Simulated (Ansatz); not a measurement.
Run report: ZnSe, geometry relaxation (part 2 of 2)

ZnSe (F-43m, 2 atoms in the cell); DFT PBE, scalar-relativistic, plane waves, PAW, no spin polarisation (Ansatz 0.2.0); cutoff 420 eV, 8×8×8 k-mesh, Gaussian smearing of 0.02 eV. The structure derives from a Materials Project entry.

Geometry of the input (Å; fractional positions):
```
0.0000  2.8324  2.8324
2.8324  0.0000  2.8324
2.8324  2.8324  0.0000
Zn 0.0000  0.0000  0.0000
Se 0.7500  0.7500  0.7500
```

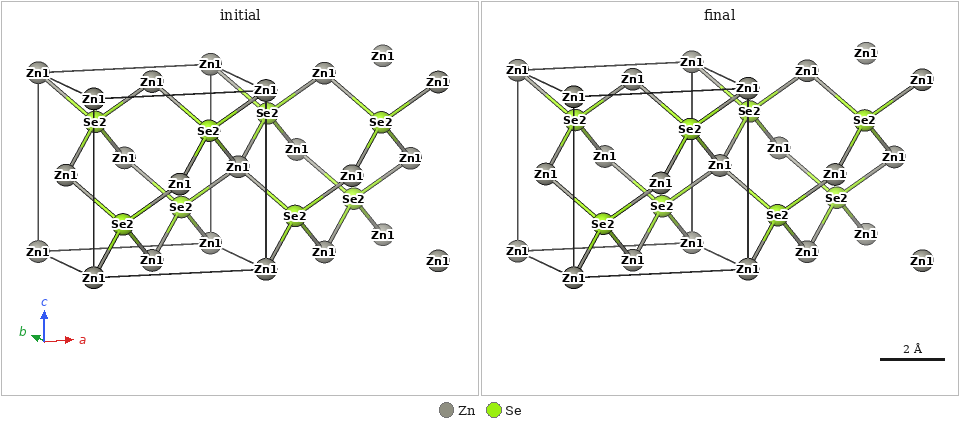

Fig. 1: Before (left) and after (right) the relaxation, at one scale (ball-and-stick view of the cell 4 times as large as that of the calculation, set on its symmetry axes, repeated 2 × 1 × 1, seen slightly off an axis). No atom moves by more than 0.005 Å relative to the cell. The drawn cell changes as follows: a = b = c 5.665 → 5.732 Å (+1.2 %); the volume changes by +3.6 %. Among the contacts that change: Zn1–Se2 2.453 → 2.482 Å. The space group stays F-43m (No. 216). After 2 geometry steps the energy has fallen by 5.2 meV per atom. All forces vanish by symmetry, so only the cell relaxes. Pressure: 2.20 GPa at the start and 0.03 GPa at the end. A last SCF at the same geometry on a re-selected plane-wave basis shifts the energy by −0.3 meV per atom. (Atoms are counted from 1 in the order of the input.)

```
basis re-selected at this cell: Δ(F+E_penalty+E_count) = -5.303e-4 eV, ΔP = -0.001 GPa vs the last step (what re-selecting the basis moved, of the pressure what is left beyond the Pulay correction that the steps carried, after the strain that the cell walked since its last selection, with what the two solves' SCF thresholds leave and, on support functions, any second-order correction that the steps lacked; it is no measure of the basis error at this ecutwfc). The dense FFT grid was sized anew with the basis: this SCF ran on 30×30×30 points, the steps before it on 27×27×27, so part of this shift can come from that change (see relax.cell in the input reference). This SCF's stress stands 3.23e-2 GPa from its target on what of the cell is left free (relax.cell.stress_tol is 5.00e-2 GPa) and its largest allowed force component is 3.64e-17 eV/Å (relax.f_tol is 5.00e-3 eV/Å): within both
SCF converged after 8 iterations
Free energy (F): -8789.536360 eV
Harris-Foulkes:  -8789.536360 eV  (|F-HF|=1.09e-11)
Internal energy: -8789.536360 eV  (E = F + TS)
E sigma→0 (E₀):  -8789.536360 eV
Fermi energy:    6.901388 eV
--- Per-component energies (eV) ---
  E_band       = -391.591470
  E_kinetic    = 249.347898
  E_local      = -4441.493326  (includes V_loc(G=0)·N_el)
  E_nonlocal   = 18.688271
  E_hartree    = 2055.207313
  E_xc         = -241.035452
  E_vxc        = -149.663509  (∫ρ·V_xc dr)
  E_paw        = -3739.765444  (= ΣΔE_a)
  E_vpaw       = -178.884663  (= ΣTr[D̂ρ^β])
  E_aug_tail   = -0.000935  (compensation charges beyond the density's cutoff)
  E_ewald      = -2690.484687
  E_smearing   = -0.000000  (= −TS)
  E_closure    = 0.000000  (closes the sum)
  Σ components = -8789.536360   (vs F -8789.536360, Δ=0.00e0)
--- Forces (eV/Å), atoms counted from 1 ---
  atom   1  Zn    -0.00000000    -0.00000000     0.00000000
  atom   2  Se     0.00000000    -0.00000000     0.00000000
  max |Σ_I F_I| component: 8.44e-17 eV/Å
--- Stress (GPa, compression-positive) ---
        0.032324      -0.000000      -0.000000
       -0.000000       0.032324       0.000000
       -0.000000       0.000000       0.032324
  P = ⅓ Tr σ = 0.0323 GPa (0.323 kbar)
--- Band table (eV; the first three rows and the last of 29) ---
  k-point 0: bands = ["-40.4589", "-40.4589", "-40.4589", "-40.4550", "-40.4550", "-6.7271", "-0.0995", "-0.0995", "-0.0995", "0.2415", "0.2415", "6.3239", "6.3239", "6.3239", "7.4785", "12.1430", "12.1430", "12.1430"]
  k-point 1: bands = ["-40.4589", "-40.4588", "-40.4588", "-40.4550", "-40.4550", "-6.6329", "-0.0907", "-0.0848", "-0.0848", "0.2403", "0.2403", "5.0283", "6.1814", "6.1814", "8.4732", "12.0592", "12.3854", "12.3854"]
  k-point 2: bands = ["-40.4588", "-40.4588", "-40.4588", "-40.4550", "-40.4550", "-6.3893", "-0.0526", "-0.0526", "-0.0324", "0.2417", "0.2417", "3.3646", "5.8752", "5.8752", "8.9829", "12.7531", "12.7531", "12.7942"]
  k-point 28: bands = ["-40.4588", "-40.4588", "-40.4586", "-40.4550", "-40.4549", "-5.7421", "0.0155", "0.0905", "0.2138", "0.2155", "0.5153", "1.8032", "3.6996", "3.8172", "11.7196", "11.8073", "13.2178", "14.0402"]
--- Relaxed structure (3 steps of the walk, 3 accepted, 1 SCFs on fresh bases) ---
  F+E_penalty+E_count = -8789.53636023 eV   max|allowed force component| = 3.643e-17 eV/Å   (the final SCF, on the basis selected at the relaxed cell)
  cell:  # Å, volume = 47.0765 Å³
    - [-4.585834829606031e-33, 2.865880587766667, 2.865880587766667]
    - [2.865880587766667, 3.1591306603952654e-33, 2.865880587766667]
    - [2.865880587766667, 2.865880587766667, 6.012538998816796e-33]
  atoms:
    - { symbol: Zn, position: [3.4847629998330874e-34, -3.144786121800591e-34, -4.391368007919745e-34] }
    - { symbol: Se, position: [0.75, 0.75, 0.75] }
```

**Trajectory as extended XYZ (Å, eV, eV/Å), 4 frames, from step=1 to step=4**
```
2
Lattice="0.0000 2.8324 2.8324 2.8324 0.0000 2.8324 2.8324 2.8324 0.0000" Properties=species:S:1:pos:R:3:forces:R:3 step=1 energy=-8789.52537 pressure_GPa=2.20
Zn    0.0000    0.0000    0.0000    0.0000   0.0000   0.0000
Se    4.2487    4.2487    4.2487    0.0000   0.0000   0.0000
2
Lattice="0.0000 2.8573 2.8573 2.8573 0.0000 2.8573 2.8573 2.8573 0.0000" Properties=species:S:1:pos:R:3:forces:R:3 step=2 energy=-8789.53520 pressure_GPa=0.56
Zn    0.0000    0.0000    0.0000    0.0000   0.0000   0.0000
Se    4.2859    4.2859    4.2859    0.0000   0.0000   0.0000
2
Lattice="0.0000 2.8659 2.8659 2.8659 0.0000 2.8659 2.8659 2.8659 0.0000" Properties=species:S:1:pos:R:3:forces:R:3 step=3 energy=-8789.53583 pressure_GPa=0.03
Zn    0.0000    0.0000    0.0000    0.0000   0.0000   0.0000
Se    4.2988    4.2988    4.2988    0.0000   0.0000   0.0000
2
Lattice="0.0000 2.8659 2.8659 2.8659 0.0000 2.8659 2.8659 2.8659 0.0000" Properties=species:S:1:pos:R:3:forces:R:3 step=4 energy=-8789.53636 pressure_GPa=0.03
Zn    0.0000    0.0000    0.0000    0.0000   0.0000   0.0000
Se    4.2988    4.2988    4.2988    0.0000   0.0000   0.0000
```

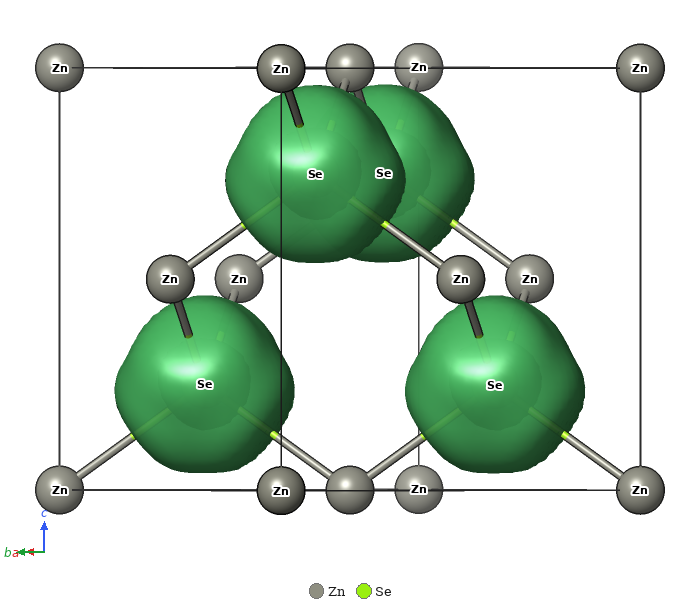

Fig. 2: Isosurface of the electron localisation function at 0.7 (green), seen at an oblique angle. Only the valence region is drawn (cores and ρ < 0.01 e/Å³ removed). Sticks mark near contacts. The outline is the cell set on symmetry axes. Along the contacts the grid gives the following. Zn–Se (2.48 Å): the ELF is about 0.60 at the midpoint. Core electrons are frozen (PAW), so the fields are smoothed inside the atomic spheres.

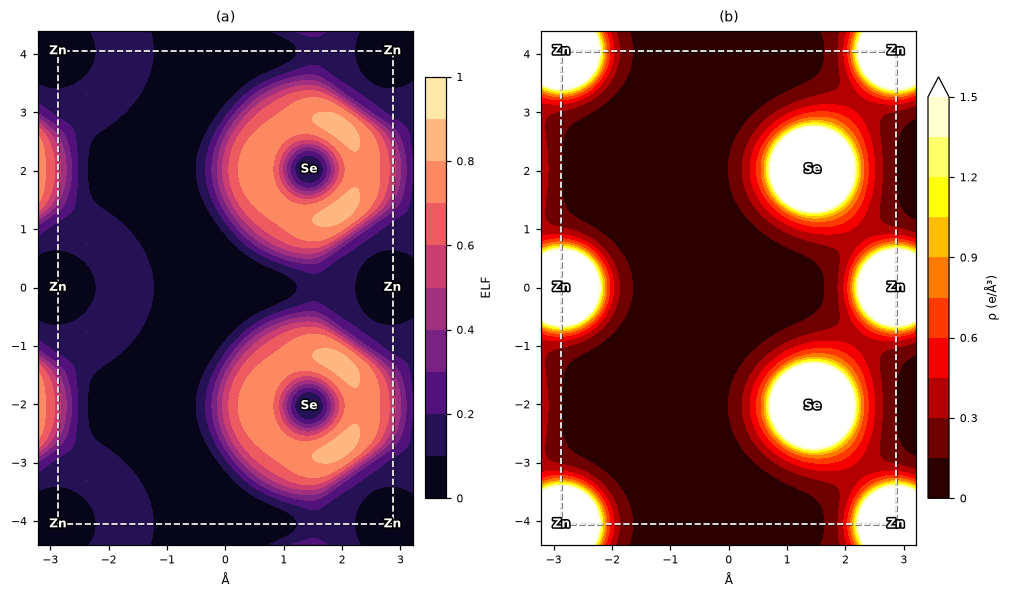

Fig. 3: (a) ELF; (b) valence pseudo-density on the (101) plane of the conventional cell. The section cuts through Zn and Se sites. Zn–Se (2.48 Å): the density is about 0.44 e/Å³ at the midpoint; the ELF is about 0.60 at the midpoint. Away from the nuclei the density in this plane falls to 0.01 e/Å³ at its lowest.

**Results in brief**

- outcome: converged
- space group (tolerance 0.01 Å): F-43m (216)
- electrons treated: 28
- free energy: −8789.5364 eV
- Fermi energy: 6.901 eV
- gap on the k-point mesh: 1.15 eV
- pressure: 0.03 GPa
- final volume: 47.08 Å³
- largest force (length of the vector) at the end: under 0.001 eV/Å
- final cell: a = 4.053 Å, b = 4.053 Å, c = 4.053 Å, α = 60.00°, β = 60.00°, γ = 60.00°
- wall time: 2.2 s (CPU time 14 s)
- peak memory: 0.42 GiB
